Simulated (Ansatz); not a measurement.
# Band-structure calculation of ZrSi₂O₆

ZrSi₂O₆ (9 atoms in the cell), computed with DFT PBE, scalar-relativistic, plane waves, PAW, no spin polarisation (Ansatz 0.2.0).

The structure was made by a generator, so it may or may not be a known phase. Figures and captions count atoms from 1; the log counts them from 0 in places.

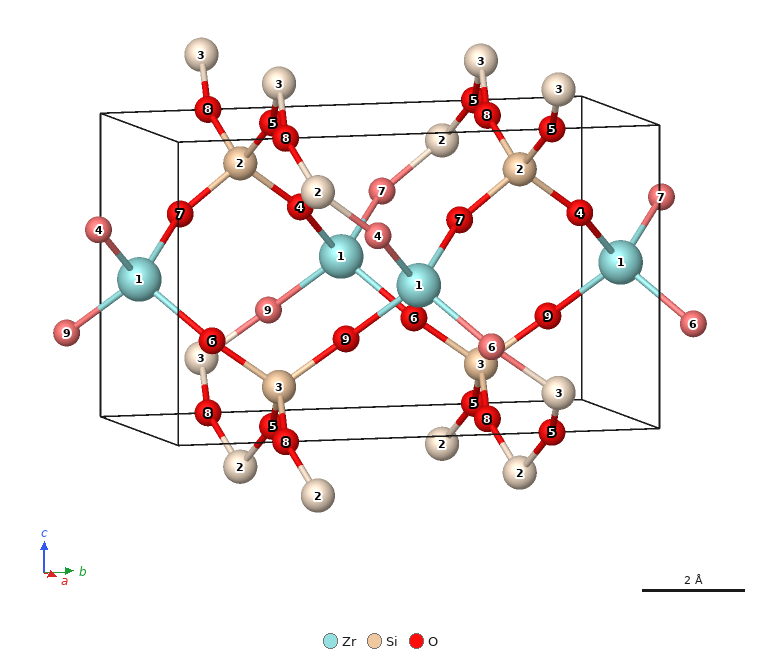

Figure 1. The structure (ball-and-stick view of the cell 2 times as large as that of the calculation, set on its symmetry axes, seen slightly off an axis; neighbours outside the cell are drawn fainter; atoms are numbered from 1 in the order of the input). An atom can appear more than once, as a periodic image.

The input
```yaml
crystal:
  lattice:
    - [2.60598, -4.980666, 0.0]
    - [2.60598, 4.980666, 0.0]
    - [0.0, 0.0, 6.040304]
  atoms:
    - { symbol: Zr, position: [0.5, 0.5, 0.5] }
    - { symbol: Si, position: [0.0, 0.5, 0.844763] }
    - { symbol: Si, position: [0.5, 0.0, 0.155237] }
    - { symbol: O, position: [0.823367, 0.587428, 0.689607] }
    - { symbol: O, position: [0.223267, 0.776733, 0.0] }
    - { symbol: O, position: [0.587428, 0.823367, 0.310393] }
    - { symbol: O, position: [0.176633, 0.412572, 0.689607] }
    - { symbol: O, position: [0.776733, 0.223267, 0.0] }
    - { symbol: O, position: [0.412572, 0.176633, 0.310393] }
basis:
  ecutwfc: 420
kpoints:
  mp_grid: { grid: [6, 6, 4] }
  band_path:
    path:
      - [[0.0, 0.0, 0.0], [-0.5, 0.5, 0.0], [-0.31843958, 0.68156042, 0.0]]
      - [[0.31843958, 0.31843958, 0.0], [0.0, 0.0, 0.0], [0.0, 0.0, 0.5], [0.31843958, 0.31843958, 0.5]]
      - [[-0.31843958, 0.68156042, 0.5], [-0.5, 0.5, 0.5], [-0.5, 0.5, 0.0]]
      - [[0.0, 0.0, 0.0], [0.0, 0.5, 0.0], [0.0, 0.5, 0.5], [0.0, 0.0, 0.5], [-0.5, 0.5, 0.5]]
    npoints: 14
hamiltonian:
  xc: pbe
scf:
  occupations: { method: gaussian, width: 0.02 }
  n_extra_bands: 22
output:
  forces: true
  stress: true
  eigenvalues: true
  populations: true
  dos: { projected: true, de: 0.02, nscf_kmesh: { grid: [9, 9, 6] } }
  bader: true
  write_density: true
  write_potential: true
  elf: true
  volumetric_format: npy
```

Machine: 4 threads of Arm Neoverse V2, 24 GiB of memory available, shared host.

Launch command:
```bash
ansatz run input.yaml --threads 4 --pin off --max-ram 8192MiB --backend cpu --events-out ev --progress --plain --runs-dir out
```

Log
```
scf.n_extra_bands = 22 over 28 filled bands (N_el = 56.0): the run solves 50 bands
Engine: ansatz 0.2.0, aarch64-unknown-linux-gnu
Pseudopotentials: kind: paw
Pseudopotential: Zr, paw, valence charge 12, recommended cutoff 420 eV (normal), Zr.paw.azcp
Pseudopotential: Si, paw, valence charge 4, recommended cutoff 420 eV (normal), Si.paw.azcp
Pseudopotential: O, paw, valence charge 6, recommended cutoff 420 eV (normal), O.paw.azcp
Functional definition: PBE
  parameter kappa = 0.804
  parameter beta = 0.06672455060314922
  exchange = pbe_x(kappa = kappa, mu = beta*pi^2/3)
  correlation = pbe_c(beta = beta)
Crystal: 9 atoms, lattice volume = 156.800 Å³
Basis set: ecut = 420 eV, 3077 PW (Γ), exchange–correlation on 80×80×90 points (8 copies of the dense FFT grid, shifted against one another)
Bands: 50, of which v1, the nominal top of the filled ones, is band 28 counted from 1 (27 counted from 0)
Symmetry: 4 space group operations
Space group: C222 (ITA 21), of the structure as read, at distance tolerance 5.4e-5 Å
k-points: 39 of 144 (time reversal used)
Non-local potential: Zr, projectors of the file, l = 0: 3, l = 1: 2, l = 2: 2, l = 3: 2
Non-local potential: Si, projectors of the file, l = 0: 2, l = 1: 2, l = 2: 2
Non-local potential: O, projectors of the file, l = 0: 2, l = 1: 2, l = 2: 1
PAW form: soft (Blöchl's): semilocal exchange-correlation on the pseudo side does not see the compensation charge
PAW one-centre angular grid: Zr, 590 points (default); XC on 64 Gauss nodes
PAW one-centre angular grid: Si, 110 points (default); XC on 64 Gauss nodes
PAW one-centre angular grid: O, 110 points (default); XC on 64 Gauss nodes
Initial density: superposition of atomic densities (neutral atoms: chi_scale 0, normalization atom), corrected by the library's trained network
Initial wavefunctions: pseudopotential atomic-orbital guess
Functional: x = pbe(κ = 0.804, μ = 0.2195149727645171), c = pbe(β = 0.06672455060314922)
SCF iter   1: F=—  HF=-8871.510638 eV  |F-HF|=—  |Δ(HF+E_count)|=         —  Δρ=1.94e-3  dr2=9.70e-3  ethr=1.77e-3  ⟨swp⟩=6.0  Hψ=9212  notcnv=0  defer=215
preconditioner: auto → Resta (q_TF=auto, 2.298 Å⁻¹)  ε∞=2.3  [insulator: Δε(μ)=5.020 eV  Ē_g=18.801 eV  σ=0.020 eV  W_gap=1.00  n_scr=26 (ndim 8)  ℏωp=21.8 eV  f_vac=0.269  D(μ)=0.00/eV (n_scr^D=0)  ε∞_Penn≈2.3]
SCF iter   2: F=—  HF=-8871.512320 eV  |F-HF|=—  |Δ(HF+E_count)|=   1.68e-3  Δρ=9.50e-4  dr2=1.06e-3  ethr=1.73e-5  ⟨swp⟩=2.0  Hψ=3607  notcnv=0  defer=606
SCF iter   3: F=—  HF=-8871.513009 eV  |F-HF|=—  |Δ(HF+E_count)|=   6.89e-4  Δρ=4.59e-4  dr2=3.05e-4  ethr=1.89e-6  ⟨swp⟩=2.0  Hψ=2214  notcnv=0  defer=606
SCF iter   4: F=—  HF=-8871.513332 eV  |F-HF|=—  |Δ(HF+E_count)|=   3.23e-4  Δρ=1.87e-4  dr2=5.74e-5  ethr=5.45e-7  ⟨swp⟩=2.0  Hψ=2217  notcnv=0  defer=606
SCF iter   5: F=—  HF=-8871.513403 eV  |F-HF|=—  |Δ(HF+E_count)|=   7.14e-5  Δρ=4.77e-5  dr2=3.95e-6  ethr=1.03e-7  ⟨swp⟩=2.0  Hψ=1978  notcnv=0  defer=606
SCF iter   6: F=—  HF=-8871.513408 eV  |F-HF|=—  |Δ(HF+E_count)|=   5.26e-6  Δρ=3.31e-5  dr2=1.26e-6  ethr=7.06e-9  ⟨swp⟩=2.0  Hψ=2280  notcnv=0  defer=606
SCF iter   7: F=-8871.513409 eV  HF=-8871.513408 eV  |F-HF|=6.66e-8  |Δ(HF+E_count)|=   5.48e-8  Δρ=5.78e-6  dr2=4.68e-8  ethr=1.79e-10  ⟨swp⟩=17.0  Hψ=16144  notcnv=0
SCF 1 converged in 7 iterations: F = -8871.513409 eV  dr2 = 4.68e-8
  greatest PAW one-centre occupation: 0.996 electrons in one spin orbital (limit 2), on the Zr atom at site 0 (counted from 0), in its partial waves of l = 0
```

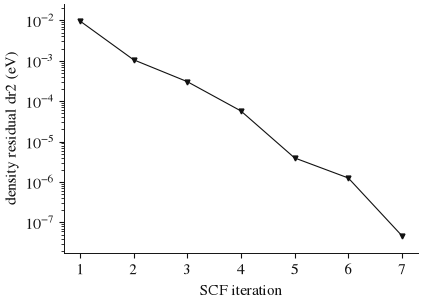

Figure 2. Convergence of the self-consistent field: density residual dr2 against the SCF iteration. The residual falls at every step.

```
NSCF: frozen V_eff on 158 k-points
NSCF: frozen V_eff on 100 k-points
SCF converged after 7 iterations
Free energy (F): -8871.513409 eV
Harris-Foulkes:  -8871.513408 eV  (|F-HF|=6.66e-8)
Internal energy: -8871.513409 eV  (E = F + TS)
E sigma→0 (E₀):  -8871.513409 eV
Fermi energy:    4.008323 eV
--- Per-component energies (eV) ---
  E_band       = -460.204069
  E_kinetic    = 1486.441594
  E_local      = -4523.484413  (includes V_loc(G=0)·N_el)
  E_nonlocal   = 411.912955
  E_hartree    = 1660.260574
  E_xc         = -717.416563
  E_vxc        = -852.591532  (∫ρ·V_xc dr)
  E_paw        = -4931.213112  (= ΣΔE_a)
  E_vpaw       = -303.019223  (= ΣTr[D̂ρ^β])
  E_aug_tail   = 0.015299  (compensation charges beyond the density's cutoff)
  E_ewald      = -2258.029743
  E_smearing   = -0.000000  (= −TS)
  E_closure    = 0.000000  (closes the sum)
  Σ components = -8871.513409   (vs F -8871.513409, Δ=0.00e0)
--- Forces (eV/Å), atoms counted from 1 ---
  atom   1  Zr    -0.00000000    -0.00000000    -0.00000000
  atom   2  Si    -0.00000000    -0.00000000     0.00074411
  atom   3  Si     0.00000000     0.00000000    -0.00074411
  atom   4  O      0.00055583     0.00198174    -0.00295454
  atom   5  O      0.00000000     0.00452086     0.00000000
  atom   6  O      0.00055583    -0.00198174     0.00295454
  atom   7  O     -0.00055583    -0.00198174    -0.00295454
  atom   8  O     -0.00000000    -0.00452086    -0.00000000
  atom   9  O     -0.00055583     0.00198174     0.00295454
  max |Σ_I F_I| component: 4.34e-17 eV/Å
--- Stress (GPa, compression-positive) ---
       -0.014952       0.000000      -0.000000
        0.000000       0.042440       0.000000
       -0.000000       0.000000       0.002365
  P = ⅓ Tr σ = 0.0100 GPa (0.100 kbar)
--- Band table (eV; the first three rows and the last of 39) ---
  k-point 0: bands = ["-45.5390", "-23.8939", "-23.8887", "-23.8876", "-17.1518", "-15.7302", "-15.3667", "-15.2133", "-14.7016", "-14.5979", "-6.6103", "-3.9506", "-3.3924", "-2.7507", "-2.6244", "-1.9475", "-1.1054", "-0.9380", "-0.6923", "-0.4883", "-0.2593", "-0.1948", "0.0479", "0.6833", "0.6886", "1.1348", "1.2546", "1.2572", "6.5342", "7.1195", "7.2863", "8.0555", "8.3712", "8.6179", "10.3013", "11.1471", "11.3755", "11.5586", "11.9711", "12.9787", "13.9039", "14.1860", "14.2691", "14.5291", "14.8362", "15.1782", "15.2481", "15.4106", "15.8207", "16.3012"]
  k-point 1: bands = ["-45.5390", "-23.8939", "-23.8890", "-23.8875", "-17.1212", "-15.7302", "-15.5982", "-15.0060", "-14.7084", "-14.5915", "-6.6350", "-3.9323", "-3.3286", "-2.8047", "-2.5734", "-2.0516", "-1.0000", "-0.8186", "-0.7109", "-0.6526", "-0.3510", "-0.0282", "0.0841", "0.0922", "0.9237", "1.1893", "1.3569", "1.4042", "6.8850", "7.1594", "7.3133", "7.9238", "8.3607", "8.4814", "9.5655", "11.2238", "11.3197", "11.7325", "12.2513", "12.9642", "13.7143", "13.7581", "14.1822", "14.5255", "14.5364", "14.7855", "15.6482", "15.6847", "15.9904", "16.3089"]
  k-point 2: bands = ["-45.5390", "-23.8939", "-23.8894", "-23.8875", "-17.0881", "-15.7314", "-15.7303", "-14.8995", "-14.7144", "-14.5857", "-6.6594", "-3.9130", "-3.2538", "-2.8674", "-2.5156", "-2.1517", "-0.8944", "-0.7851", "-0.6746", "-0.5622", "-0.4685", "-0.3846", "0.0357", "0.2441", "0.7424", "1.3915", "1.4552", "1.4762", "7.0813", "7.1919", "7.7907", "8.0830", "8.3037", "8.3453", "8.3552", "11.2152", "11.3614", "12.3254", "12.3807", "12.5592", "13.6206", "13.7257", "13.9944", "14.0254", "14.6219", "14.7013", "15.2143", "15.6302", "16.1185", "16.8547"]
  k-point 38: bands = ["-45.5390", "-23.8976", "-23.8950", "-23.8850", "-17.0965", "-15.7322", "-15.3433", "-15.0073", "-14.9611", "-14.6337", "-6.5926", "-3.9665", "-3.2038", "-3.0302", "-2.7953", "-2.1455", "-0.7226", "-0.6712", "-0.6483", "-0.3790", "-0.0301", "0.0538", "0.1217", "0.1530", "0.7031", "0.9514", "1.0687", "1.1466", "7.0283", "7.5772", "7.6322", "8.0821", "8.3417", "9.4469", "10.1188", "10.1904", "10.3133", "11.9887", "12.0082", "12.0648", "12.1189", "13.0609", "13.5520", "13.6298", "15.5753", "15.7930", "16.1086", "16.2445", "16.4839", "16.7970"]
--- Löwdin populations: 9 sites ---
  site symbol       q [e]
     0     Zr     10.3981
     1     Si      2.2560
     2     Si      2.2560
     3      O      6.7325
     4      O      6.8033
     5      O      6.7325
     6      O      6.7325
     7      O      6.8033
     8      O      6.7325
  spilling = 0.009877 (of n_electrons = 56.000000)
--- Bader charges: 9 sites ---
  site symbol  charge [e]  shift [e]
     0     Zr      2.5889     0.0030
     1     Si      3.2839     0.0108
     2     Si      3.2839     0.0108
     3      O     -1.4590     0.0021
     4      O     -1.6603     0.0052
     5      O     -1.4590     0.0021
     6      O     -1.4590     0.0021
     7      O     -1.6603     0.0052
     8      O     -1.4590     0.0021
  estimated error of the sums over rays = 4.4e-4 e
```

File bader_charges.tsv
```
# site	symbol	x_ang	y_ang	z_ang	partial_charge_e	electrons	volume_ang3	relative_density_drop	shared_charge_e	partial_wave_shift_e
# quadrature_error_electrons = 4.4e-4
0	Zr	2.6060	0.0000	3.0202	2.58893	37.41107	13.70	-	2.58893	0.00301
1	Si	1.3030	2.4903	5.1026	3.28386	10.71614	3.03	-	3.28386	0.01080
2	Si	1.3030	-2.4903	0.9377	3.28386	10.71614	3.03	-	3.28386	0.01080
3	O	3.6765	-1.1751	4.1654	-1.45899	9.45899	21.69	-	-1.45899	0.00206
4	O	2.6060	2.7566	0.0000	-1.66033	9.66033	19.80	-	-1.66033	0.00517
5	O	3.6765	1.1751	1.8749	-1.45899	9.45899	21.69	-	-1.45899	0.00206
6	O	1.5355	1.1751	4.1654	-1.45900	9.45900	21.69	-	-1.45900	0.00206
7	O	2.6060	-2.7566	0.0000	-1.66032	9.66032	19.80	-	-1.66032	0.00517
8	O	1.5355	-1.1751	1.8749	-1.45900	9.45900	21.69	-	-1.45900	0.00206
```

File populations.tsv
```
# site	symbol	l	j	q
# orbitals = lowdin
# n_electrons = 56.000000
# spilling = 0.009877
0	Zr	0_4S	-	1.965833
0	Zr	0_5S	-	0.289596
0	Zr	1_4P	-	5.960561
0	Zr	2_4D	-	2.182088
1	Si	0_3S	-	0.704241
1	Si	1_3P	-	1.551798
2	Si	0_3S	-	0.704241
2	Si	1_3P	-	1.551798
3	O	0_2S	-	1.662937
3	O	1_2P	-	5.069584
4	O	0_2S	-	1.598629
4	O	1_2P	-	5.204706
5	O	0_2S	-	1.662937
5	O	1_2P	-	5.069584
6	O	0_2S	-	1.662937
6	O	1_2P	-	5.069584
7	O	0_2S	-	1.598629
7	O	1_2P	-	5.204706
8	O	0_2S	-	1.662937
8	O	1_2P	-	5.069584
```

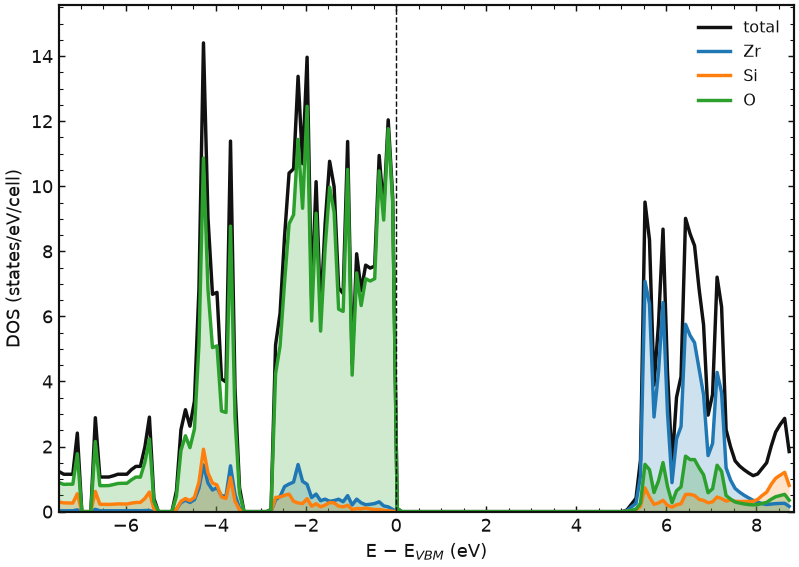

Figure 3. Density of states (projected on Löwdin-orthogonalised atomic shells), with energies from the valence-band top. There is a gap of 5.05 eV on the k-point mesh.

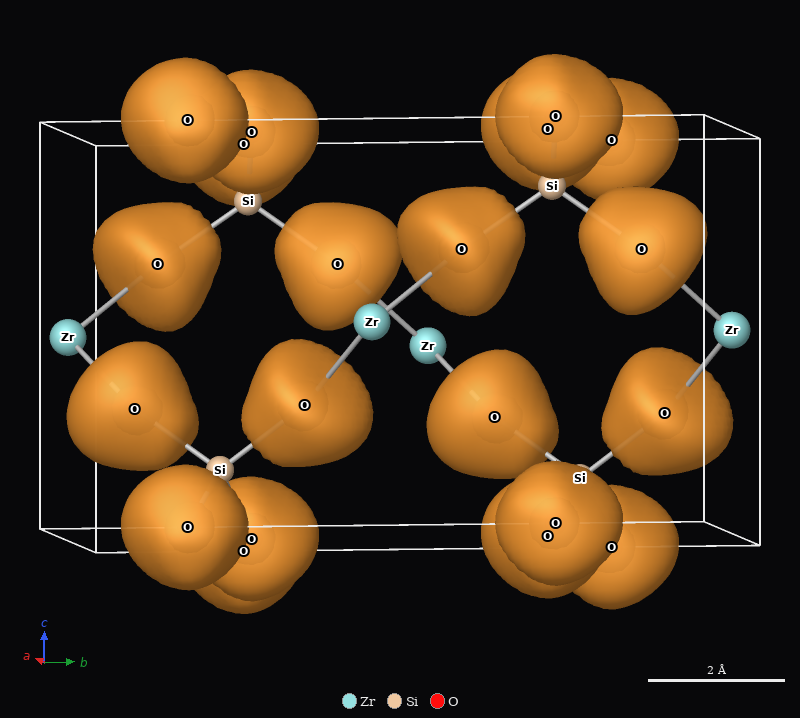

Figure 4. Isosurface of the electron localisation function at 0.7 (orange), seen at an oblique angle. Only the valence region is drawn (cores and ρ < 0.01 e/Å³ removed). Sticks mark near contacts. The outline is the cell set on symmetry axes. Values along the shortest contacts: Zr–O (1.96 Å): the ELF peaks at about 0.80 in the valence shell of O, 0.6 Å from its nucleus, and drops to about 0.25 between the two atoms. Core electrons are frozen (PAW), so the fields are smoothed inside the atomic spheres.

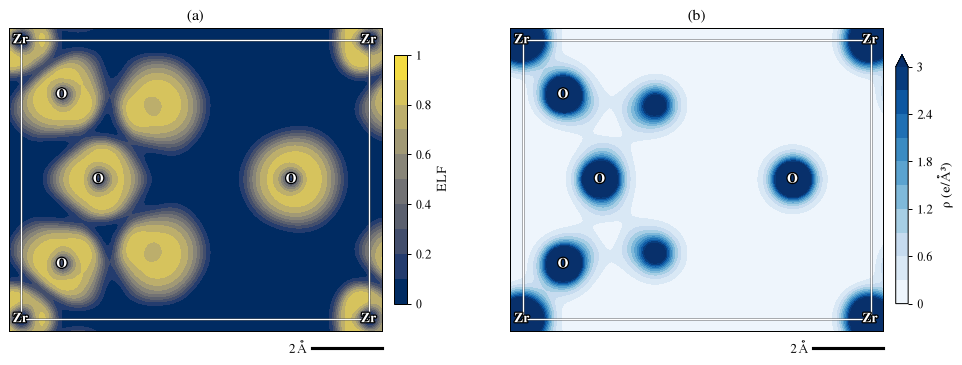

Figure 5. (a) electron localisation function; (b) valence electron density on the (101) plane of the conventional cell. Zr–O (1.96 Å): the density is about 0.91 e/Å³ at the midpoint; the ELF peaks at about 0.80 in the valence shell of O, 0.6 Å from its nucleus, and drops to about 0.25 between the two atoms. Away from the nuclei the density in this plane falls to 0.004 e/Å³ at its lowest. The strong features right at Zr lie inside the PAW spheres (semicore, d or f shells) and say nothing about bonding.

Results in brief

- outcome: converged
- space group (tolerance 0.01 Å): C222 (21)
- electrons treated: 56
- free energy: −8871.5134 eV
- Fermi energy: 4.008 eV
- gap on the k-point mesh: 5.05 eV
- gap on the band path: 5.05 eV
- pressure: 0.01 GPa
- largest force (length of the vector): 0.005 eV/Å
- wall time: 55 s (CPU time 3.6 min)
- peak memory: 0.97 GiB
